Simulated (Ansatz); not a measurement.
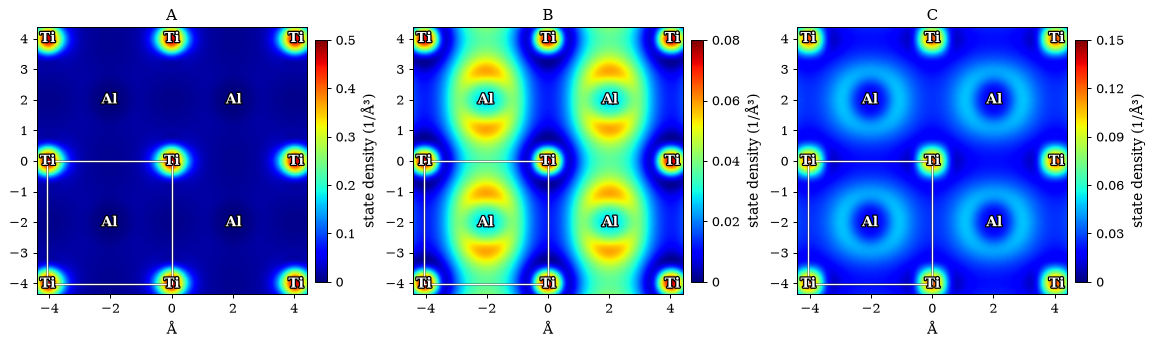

TiAl: densities of the states in three energy windows, on the (11̄0) plane of the conventional cell.

Space group P4/mmm.

Theory: Ansatz, DFT PBE, scalar-relativistic, plane waves, PAW.

Core electrons are frozen (PAW), so the fields are smoothed inside the atomic spheres.

```
CELL_PARAMETERS angstrom
2.83730 0.00000 0.00000
0.00000 2.83730 0.00000
0.00000 0.00000 4.05910
ATOMIC_POSITIONS crystal
Ti 0.00000 0.00000 0.00000
Al 0.50000 0.50000 0.50000
```

### Match the panels to the energy ranges (zero at the Fermi level): −9.0 to −6.0 eV, −6.0 to −3.0 eV and −1.2 to 0.0 eV.

Panel A: −1.2 to 0.0 eV, the filled states just under the Fermi level, mainly Ti 3d (75 %) and Al 3p (20 %).
Panel B: −9.0 to −6.0 eV, the lower third of the occupied valence band, mainly Al 3s (40 %), Al 3p (25 %) and Ti 4s (25 %).
Panel C: −6.0 to −3.0 eV, the middle third of the occupied valence band, mainly Al 3p (40 %), Al 3s (30 %) and Ti 3d (20 %).
The characters are Löwdin shares on a minimal set of atomic orbitals. At the bottom of an sp band the diffuse p orbitals of such a set take a share of s-like charge between the atoms, so the p share there is overstated.

Run time: 3 s on 1 thread of Arm Neoverse V1 (shared host), peak memory 0.33 GiB.
